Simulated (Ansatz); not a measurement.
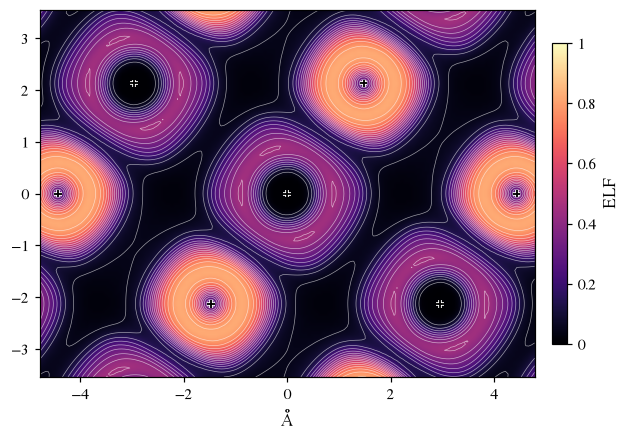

The ELF on a plane through atoms (crosses mark nuclei in the plane).

Theory: DFT, r2SCAN, plane waves, PAW (Ansatz 0.2.0).

Candidates:
A. PbO, a = 3.69 Å, b = 3.69 Å, c = 8.86 Å, α = 90.00°, β = 90.00°, γ = 120.00°. Space group R-3m; started from the rocksalt prototype, which need not be the ambient phase; changed on purpose from its base cell (shear 111 strain -1.9%).
B. CaSe, a = 4.28 Å, b = 4.28 Å, c = 7.08 Å, α = 90.00°, β = 90.00°, γ = 120.00°. Space group P6₃/mmc; started from the NiAs prototype, which need not be the ambient phase; changed on purpose from its base cell (epitaxial xy strain +3.6%); computed pressure about −3 GPa in this cell.
C. PbS, a = 5.74 Å, b = 5.74 Å, c = 5.74 Å, α = 90.00°, β = 90.00°, γ = 90.00°. Space group Fm-3m; started from the rocksalt prototype, which need not be the ambient phase; changed on purpose from its base cell (hydrostatic strain -3.9%); computed pressure about 9 GPa in this cell.

Which candidate gave the map?

Candidate A: PbO on the (110) plane of the conventional cell, which holds Pb and O. Pb–O (2.59 Å): the ELF is about 0.15 at the midpoint (no shared electron pair shows on this line).
